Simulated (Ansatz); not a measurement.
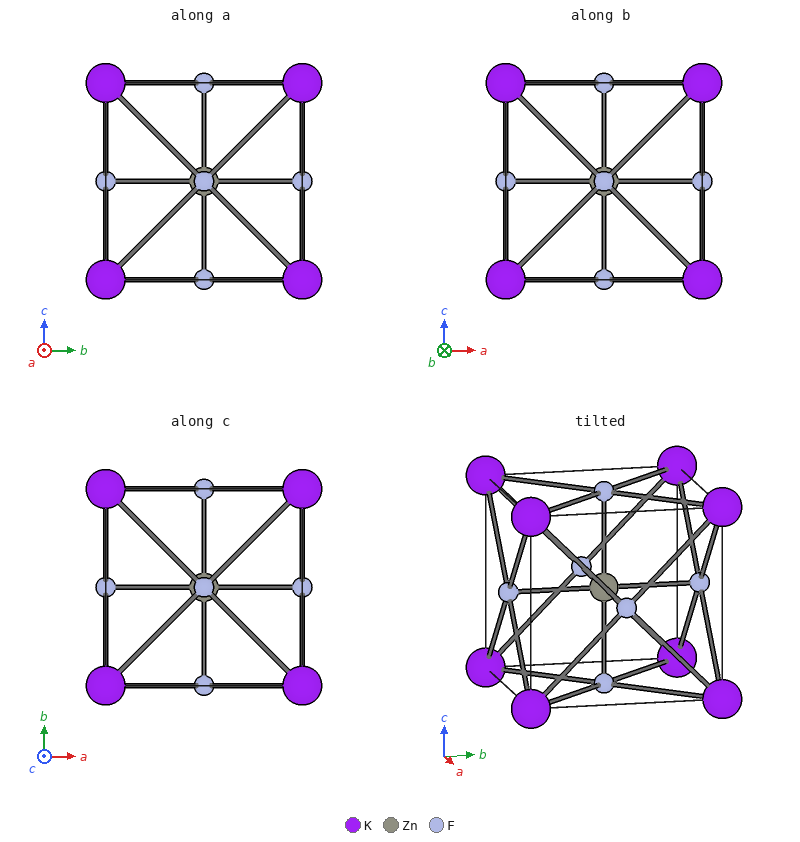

A ball-and-stick rendering, viewed along the a axis, along the b axis, along the c axis and slightly off an axis. The edges of the conventional unit cell are marked.

Lattice parameters: a = 4.027 Å, b = 4.027 Å, c = 4.027 Å, α = 90.00°, β = 90.00°, γ = 90.00°.

### Write down what is shown as a table of Wyckoff sites.

Space group Pm-3m (No. 221).
| atom | site | x | y | z |
| --- | --- | --- | --- | --- |
| K | 1a | 0.0000 | 0.0000 | 0.0000 |
| Zn | 1b | 0.5000 | 0.5000 | 0.5000 |
| F | 3c | 0.5000 | 0.5000 | 0.0000 |

Its origin is a structure type filled with these elements by a generator (whether the compound takes this form wasn't checked). What is shown is the relaxed result from DFT, r2SCAN+rVV10, plane waves, PAW in Ansatz.
